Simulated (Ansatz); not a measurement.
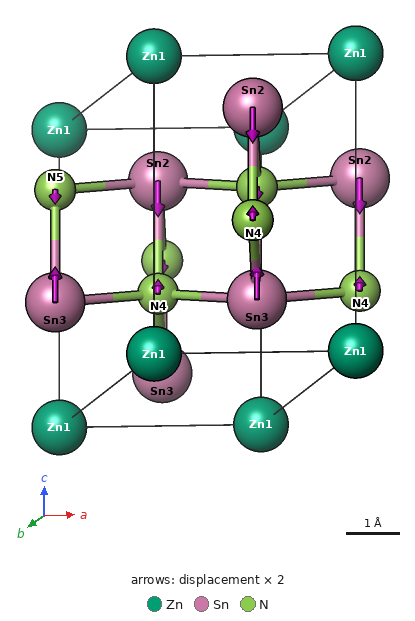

A relaxation of solid ZnSn2N2 (a generated structure, set up in P-3m1) (coarse preliminary run). The starting structure is drawn; purple arrows show the displacements (the part carried along by the change of the cell is left out), magnified 2 times.

A ball-and-stick model of the cell of the calculation, seen from a free direction.

Method: DFT PBE, scalar-relativistic, plane waves, PAW (Ansatz 0.2.0).

Input file:
```yaml
crystal:
  lattice:
    - [3.87439269, 0.0, 0.0]
    - [-1.93719634, 3.35532249, 0.0]
    - [0.0, 0.0, 6.2729772]
  atoms:
    - { symbol: Zn, position: [0.0, 0.0, 0.0] }
    - { symbol: Sn, position: [0.33333333, 0.66666667, 0.74107802] }
    - { symbol: Sn, position: [0.66666667, 0.33333333, 0.25892198] }
    - { symbol: "N", position: [0.33333333, 0.66666667, 0.36357301] }
    - { symbol: "N", position: [0.66666667, 0.33333333, 0.63642699] }
basis:
  ecutwfc: 420
kpoints:
  mp_grid: { grid: [6, 6, 4] }
hamiltonian:
  xc: pbe
scf:
  occupations: { method: gaussian, width: 0.1 }
  lower_state_search: "off"
output:
  forces: true
  stress: true
  eigenvalues: true
relax:
  adjacent_minimum: "off"
  f_tol: 0.04
  max_steps: 70
  cell: { stress_tol: 0.4 }
```

Command:
```bash
ansatz run input.yaml --threads 1 --pin off --max-ram 2560MiB --backend cpu --events-out ev --progress --plain --runs-dir out
```

**Atoms of which element are displaced furthest, and by how much?**

Tin: up to 0.38 Å, against 0.16 Å for nitrogen.

**Describe the change and its energy.**

Over 8 accepted moves (10 points after the start) the energy falls by 1.285 eV per cell of the calculation. The largest force component goes from 2.6 to 0.0024 eV/Å. Pressure: −1.22 GPa at the start and −0.01 GPa at the end. The SCF was repeated twice at an unchanged geometry on a basis and grid sized afresh for the cell, which shifted the energy by 77.5 meV per cell of the calculation at most. The largest moves relative to the cell, 0.38 Å, are those of Sn2 and Sn3. Sn2 goes along −c. By element the largest moves are Sn 0.38 Å, N 0.16 Å. Zn stays in place. The drawn cell changes as follows: a = b 3.874 → 3.609 Å (−6.9 %), c 6.273 → 7.660 Å (+22.1 %); the volume changes by +6.0 %. Some distances before and after: Sn2–N5 2.331 → 2.162 Å, Sn2–N4 2.368 → 2.347 Å. The space group stays P-3m1 (No. 164). Cost: 54 s on 1 thread of Arm Neoverse V1, with other jobs on the host, peak memory 0.39 GiB.
